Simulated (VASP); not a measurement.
**Geometry relaxation of InP (part 3 of 7)**

InP (slab, 20 atoms in the cell); Kohn-Sham DFT of a periodic cell, PBEsol, VASP PAW PBE potentials, recommended, no spin polarisation (VASP 6.6.1); cutoff 520 eV, 4×6×1 k-mesh, Gaussian smearing of 0.05 eV. The structure derives from an entry of the Crystallography Open Database.

Geometry of the input (Å; fractional positions):
```
5.8610  0.0000  0.0000
0.0000  4.1444  0.0000
0.0000  0.0000  34.6496
In 0.5000  0.5000  0.2309
In 0.0000  0.0000  0.2907
In 0.5000  0.5000  0.3505
In 0.0000  0.0000  0.4103
In 0.5000  0.5000  0.4701
In 0.0000  0.0000  0.5299
In 0.5000  0.5000  0.5897
In 0.0000  0.0000  0.6495
In 0.5000  0.5000  0.7093
In 0.0000  0.0000  0.7691
P  0.7500  0.0000  0.2309
P  0.2500  0.5000  0.2907
P  0.7500  0.0000  0.3505
P  0.2500  0.5000  0.4103
P  0.7500  0.0000  0.4701
P  0.2500  0.5000  0.5299
P  0.7500  0.0000  0.5897
P  0.2500  0.5000  0.6495
P  0.7500  0.0000  0.7093
P  0.2500  0.5000  0.7691
```

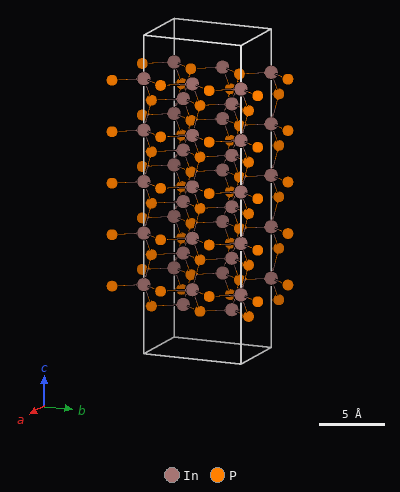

*The starting structure (ball-and-stick view of the 1 × 2 repeat of the cell, with the vacuum cut short, seen slightly off an axis; bonded neighbours outside the cell are drawn too). An atom can appear more than once, as a periodic image.*

### Parts of OUTCAR, continued
```
   k-points           NKPTS =     12   k-points in BZ     NKDIM =     12   number of bands    NBANDS=    108
   number of dos      NEDOS =    301   number of ions     NIONS =     20
   total plane-waves  NPLWV = 414720
   dimension x,y,z NGX =    48 NGY =   32 NGZ =  270
   dimension x,y,z NGXF=    96 NGYF=   64 NGZF=  540
   ions per type =              10  10
   NGX,Y,Z   is equivalent  to a cutoff of  13.62, 12.84, 12.95 a.u.
   NGXF,Y,Z  is equivalent  to a cutoff of  27.23, 25.67, 25.91 a.u.
 SYSTEM =  InP
   PREC   = accura    normal or accurate (medium, high low for compatibility)
   ISTART =      0    job   : 0-new  1-cont  2-samecut
   ICHARG =      2    charge: 1-file 2-atom 10-const
   ISPIN  =      1    spin polarized calculation?
   LNONCOLLINEAR =      F non collinear calculations
   LSORBIT =      F    spin-orbit coupling
   LASPH  =      T    aspherical Exc in radial PAW
   ENCUT  =  520.0 eV  38.22 Ry    6.18 a.u.  10.90  7.71 64.43*2*pi/ulx,y,z
   NELM   =    100;   NELMIN=  2; NELMDL= -5     # of ELM steps
   EDIFF  = 0.1E-05   stopping-criterion for ELM
   LREAL  =      F    real-space projection
   EDIFFG = -.1E-01   stopping-criterion for IOM
   NSW    =    100    number of steps for IOM
   IBRION =      2    ionic relax: 0-MD 1-quasi-New 2-CG
   NFREE  =      1    steps in history (QN), initial steepest desc. (CG)
   ISIF   =      2    stress and relaxation
   ISYM   =      2    0-nonsym 1-usesym 2-fastsym
   POTIM  = 0.5000    time-step for ionic-motion
   TEBEG  =    0.0;   TEEND  =   0.0 temperature during run
   PSTRESS=    0.0 pullay stress
   NELECT =     180.0000    total number of electrons
   NUPDOWN=      -1.0000    fix difference up-down
   EMIN   =  10.00;   EMAX   =-10.00  energy-range for DOS
   EFERMI =   0.00;   METHOD = LEGACY
   ISMEAR =     0;   SIGMA  =   0.05  broadening in eV -4-tet -1-fermi 0-gaus
   EFERMI_NEDOS =   21; number of points for ismear=-14 and -15
   IALGO  =     38    algorithm
   IMIX   =      4    mixing-type and parameters
     AMIX     =   0.40;   BMIX     =  1.00
     AMIX_MAG =   1.60;   BMIX_MAG =  1.00
  volume/ion in A,a.u.               =      42.08       283.98
  Fermi-wavevector in a.u.,A,eV,Ry     =   0.979017  1.850074 13.040830  0.958474
  Thomas-Fermi vector in A             =   2.109837
   LORBIT       =      0    0 simple, 1 ext, 2 COOP (PROOUT), +10 PAW based schemes
   GGA     = PS    functional components
   LHFCALC =     F    Hartree Fock is set to
   AEXX    =    0.0000 exact exchange contribution
   IVDW    =     0    specifies the selected vdW correction
   LEPSILON=     F    determine dielectric tensor
   LRPA    =     F    only Hartree local field effects (RPA)
 conjugate gradient relaxation of ions
 non-spin polarized calculation
 Gauss-broadening in eV      SIGMA  =   0.05
  energy-cutoff  :      520.00
  volume of cell :      841.64
 maximum number of plane-waves:     22736
 NGX is ok and might be reduce to    48
   NGX = 21   NGY = 15   NGZ =129

--------------------------------------- Ionic step        1  -------------------------------------------

 number of electron     179.9999968 magnetization

 Free energy of the ion-electron system (eV)
  ---------------------------------------------------
  ext. energy  EPLUGINS =         0.00000000
  ---------------------------------------------------
  free energy    TOTEN  =       -88.20905468 eV

  energy without entropy =      -88.20905468  energy(sigma->0) =      -88.20905468

------------------------ aborting loop because EDIFF is reached ----------------------------------------

  FORCE on cell =-STRESS in cart. coord.  units (eV):
  Direction    XX          YY          ZZ          XY          YZ          ZX
  --------------------------------------------------------------------------------------
  -------------------------------------------------------------------------------------
  Total       -1.1034904     -0.6413005      2.2535917      0.0000000      0.0000000      0.0000000
  in kB       -2.1006448     -1.2208031      4.2900199      0.0000000      0.0000000      0.0000000
  external PRESSURE =       0.3228573 kB  Pullay stress =       0.0000000 kB

 VOLUME and BASIS-vectors are now :
 -----------------------------------------------------------------------------
  energy-cutoff  :      520.00
  volume of cell :      841.64
      direct lattice vectors                 reciprocal lattice vectors
     5.861000000  0.000000000  0.000000000     0.170619348  0.000000000  0.000000000
     0.000000000  4.144352845  0.000000000     0.000000000  0.241292196  0.000000000
     0.000000000  0.000000000 34.649587800     0.000000000  0.000000000  0.028860372

 POSITION                                       TOTAL-FORCE (eV/Angst)
 -----------------------------------------------------------------------------------
      2.93050      2.07218      8.00000         1.072898      0.000000      1.110375
      0.00000      0.00000     10.07218        -0.310045      0.000000      0.101607
      2.93050      2.07218     12.14435         0.228781      0.000000      0.096634
      0.00000      0.00000     14.21653        -0.062292      0.000000     -0.012690
      2.93050      2.07218     16.28871         0.028242      0.000000      0.014267
      0.00000      0.00000     18.36088         0.028242      0.000000     -0.014267
      2.93050      2.07218     20.43306        -0.062292      0.000000      0.012690
      0.00000      0.00000     22.50523         0.228781      0.000000     -0.096634
      2.93050      2.07218     24.57741        -0.310045      0.000000     -0.101607
      0.00000      0.00000     26.64959         1.072898      0.000000     -1.110375
      4.39575      0.00000      8.00000        -0.304999      0.000000     -1.152136
      1.46525      2.07218     10.07218        -0.550891      0.000000     -0.354640
      4.39575      0.00000     12.14435        -0.041638      0.000000      0.127362
      1.46525      2.07218     14.21653        -0.052963      0.000000     -0.052663
      4.39575      0.00000     16.28871        -0.007093      0.000000      0.044687
      1.46525      2.07218     18.36088        -0.007093      0.000000     -0.044687
      4.39575      0.00000     20.43306        -0.052963      0.000000      0.052663
      1.46525      2.07218     22.50523        -0.041638      0.000000     -0.127362
      4.39575      0.00000     24.57741        -0.550891      0.000000      0.354640
      1.46525      2.07218     26.64959        -0.304999      0.000000      1.152136
 -----------------------------------------------------------------------------------
    total drift:                                0.001273     -0.000000      0.000000

  FREE ENERGIE OF THE ION-ELECTRON SYSTEM (eV)
  ---------------------------------------------------
  free  energy   TOTEN  =       -88.2090546792 eV

  energy  without entropy=      -88.2090546777  energy(sigma->0) =      -88.20905468

--------------------------------------- Ionic step        2  -------------------------------------------

 number of electron     179.9999977 magnetization

------------------------ aborting loop because EDIFF is reached ----------------------------------------

  FORCE on cell =-STRESS in cart. coord.  units (eV):
  Direction    XX          YY          ZZ          XY          YZ          ZX
  --------------------------------------------------------------------------------------
  -------------------------------------------------------------------------------------
  Total       -0.3109084      0.6100230      1.0026927      0.0000000      0.0000000      0.0000000
  in kB       -0.5918567      1.1612622      1.9087626      0.0000000      0.0000000      0.0000000
  external PRESSURE =       0.8260560 kB  Pullay stress =       0.0000000 kB

 VOLUME and BASIS-vectors are now :
 -----------------------------------------------------------------------------
  energy-cutoff  :      520.00
  volume of cell :      841.64
      direct lattice vectors                 reciprocal lattice vectors
     5.861000000  0.000000000  0.000000000     0.170619348  0.000000000  0.000000000
     0.000000000  4.144352845  0.000000000     0.000000000  0.241292196  0.000000000
     0.000000000  0.000000000 34.649587800     0.000000000  0.000000000  0.028860372

 POSITION                                       TOTAL-FORCE (eV/Angst)
 -----------------------------------------------------------------------------------
      2.98226      2.07218      8.05357         0.749454      0.000000      0.961682
      5.84604      0.00000     10.07708        -0.395468      0.000000     -0.186973
      2.94154      2.07218     12.14901        -0.025072      0.000000     -0.063141
      5.85799      0.00000     14.21592        -0.012439      0.000000      0.030670
      2.93186      2.07218     16.28939        -0.001189      0.000000     -0.015676
      0.00136      0.00000     18.36019        -0.001189      0.000000      0.015676
      2.92749      2.07218     20.43367        -0.012439      0.000000     -0.030670
      0.01104      0.00000     22.50057        -0.025072      0.000000      0.063141
      2.91554      2.07218     24.57251        -0.395468      0.000000      0.186973
      0.05176      0.00000     26.59602         0.749454      0.000000     -0.961682
      4.38104      0.00000      7.94442         0.082124      0.000000     -0.809564
      1.43867      2.07218     10.05507        -0.329487      0.000000     -0.090083
      4.39374      0.00000     12.15050        -0.041629      0.000000      0.083237
      1.46269      2.07218     14.21399        -0.023511      0.000000     -0.028808
      4.39541      0.00000     16.29086        -0.002784      0.000000      0.020252
      1.46491      2.07218     18.35873        -0.002784      0.000000     -0.020252
      4.39319      0.00000     20.43560        -0.023511      0.000000      0.028808
      1.46324      2.07218     22.49909        -0.041629      0.000000     -0.083237
      4.36917      0.00000     24.59452        -0.329487      0.000000      0.090083
      1.45054      2.07218     26.70517         0.082124      0.000000      0.809564
 -----------------------------------------------------------------------------------
    total drift:                                0.001229     -0.000000     -0.000003

  FREE ENERGIE OF THE ION-ELECTRON SYSTEM (eV)
  ---------------------------------------------------
  free  energy   TOTEN  =       -88.5726807530 eV

  energy  without entropy=      -88.5726807530  energy(sigma->0) =      -88.57268075

--------------------------------------- Ionic step        3  -------------------------------------------

 number of electron     179.9999997 magnetization

------------------------ aborting loop because EDIFF is reached ----------------------------------------

  FORCE on cell =-STRESS in cart. coord.  units (eV):
  Direction    XX          YY          ZZ          XY          YZ          ZX
  --------------------------------------------------------------------------------------
  -------------------------------------------------------------------------------------
  Total        1.0852150      3.6198601     -1.3579815      0.0000000      0.0000000      0.0000000
  in kB        2.0658551      6.8908984     -2.5851034      0.0000000      0.0000000      0.0000000
  external PRESSURE =       2.1238834 kB  Pullay stress =       0.0000000 kB

 VOLUME and BASIS-vectors are now :
 -----------------------------------------------------------------------------
  energy-cutoff  :      520.00
  volume of cell :      841.64
      direct lattice vectors                 reciprocal lattice vectors
     5.861000000  0.000000000  0.000000000     0.170619348  0.000000000  0.000000000
     0.000000000  4.144352845  0.000000000     0.000000000  0.241292196  0.000000000
     0.000000000  0.000000000 34.649587800     0.000000000  0.000000000  0.028860372

 POSITION                                       TOTAL-FORCE (eV/Angst)
 -----------------------------------------------------------------------------------
      3.10280      2.07218      8.17832        -0.039870      0.000000      0.659062
      5.81121      0.00000     10.08849        -0.434360      0.000000     -0.749290
      2.96724      2.07218     12.15987        -0.580844      0.000000     -0.341832
      5.85100      0.00000     14.21449         0.110901      0.000000      0.132888
      2.93504      2.07218     16.29100        -0.069017      0.000000     -0.085439
      0.00454      0.00000     18.35859        -0.069017      0.000000      0.085439
      2.92050      2.07218     20.43510         0.110901      0.000000     -0.132888
      0.03674      0.00000     22.48972        -0.580844      0.000000      0.341832
      2.88071      2.07218     24.56109        -0.434360      0.000000      0.749290
      0.17230      0.00000     26.47127        -0.039870      0.000000     -0.659062
      4.34677      0.00000      7.81497         0.795197      0.000000     -0.154503
      1.37678      2.07218     10.01522         0.207984      0.000000      0.392736
      4.38906      0.00000     12.16481        -0.042900      0.000000     -0.005418
      1.45674      2.07218     14.20807         0.047680      0.000000      0.035881
      4.39461      0.00000     16.29588         0.005229      0.000000     -0.038169
      1.46411      2.07218     18.35371         0.005229      0.000000      0.038169
      4.38724      0.00000     20.44152         0.047680      0.000000     -0.035881
      1.45856      2.07218     22.48478        -0.042900      0.000000      0.005418
      4.30728      0.00000     24.63437         0.207984      0.000000     -0.392736
      1.41627      2.07218     26.83462         0.795197      0.000000      0.154503
 -----------------------------------------------------------------------------------
    total drift:                               -0.000551     -0.000000     -0.000003

  FREE ENERGIE OF THE ION-ELECTRON SYSTEM (eV)
  ---------------------------------------------------
  free  energy   TOTEN  =       -88.9384869236 eV

  energy  without entropy=      -88.9384869236  energy(sigma->0) =      -88.93848692

[... ionic steps 4 to 23 ...]

--------------------------------------- Ionic step       24  -------------------------------------------

 number of electron     179.9999957 magnetization

------------------------ aborting loop because EDIFF is reached ----------------------------------------

  FORCE on cell =-STRESS in cart. coord.  units (eV):
  Direction    XX          YY          ZZ          XY          YZ          ZX
  --------------------------------------------------------------------------------------
  -------------------------------------------------------------------------------------
  Total       -0.0815004     -0.5743853     -0.1540746      0.0000000      0.0000000      0.0000000
  in kB       -0.1551472     -1.0934209     -0.2933020      0.0000000      0.0000000      0.0000000
  external PRESSURE =      -0.5139567 kB  Pullay stress =       0.0000000 kB

 VOLUME and BASIS-vectors are now :
 -----------------------------------------------------------------------------
  energy-cutoff  :      520.00
  volume of cell :      841.64
      direct lattice vectors                 reciprocal lattice vectors
     5.861000000  0.000000000  0.000000000     0.170619348  0.000000000  0.000000000
     0.000000000  4.144352845  0.000000000     0.000000000  0.241292196  0.000000000
     0.000000000  0.000000000 34.649587800     0.000000000  0.000000000  0.028860372

 POSITION                                       TOTAL-FORCE (eV/Angst)
```
